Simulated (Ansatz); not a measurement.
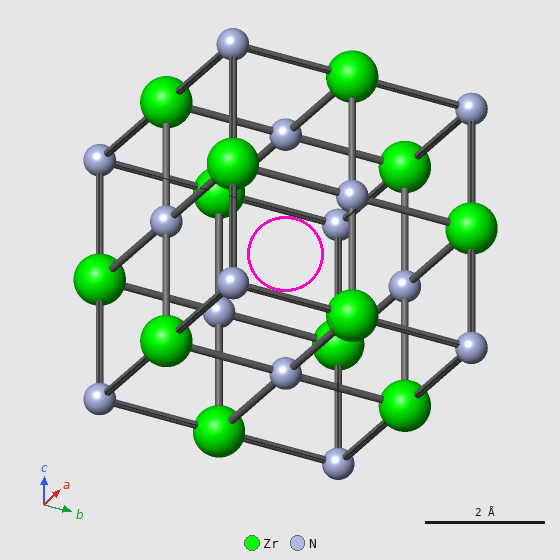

View from a general direction, drawn as a ball-and-stick model. One supercell is framed, with atoms on its boundary repeated. The host is ZrN, in a cell of 8 sites, and the cell is neutral. A ring marks the defect's site.

Which defect is modelled here, and what are its neighbours?

Answer. A zirconium vacancy. Around the empty site lie six N at about 2.3 Å.

The atoms were relaxed in the host's cell with DFT PBE, scalar-relativistic, plane waves, PAW in Ansatz.
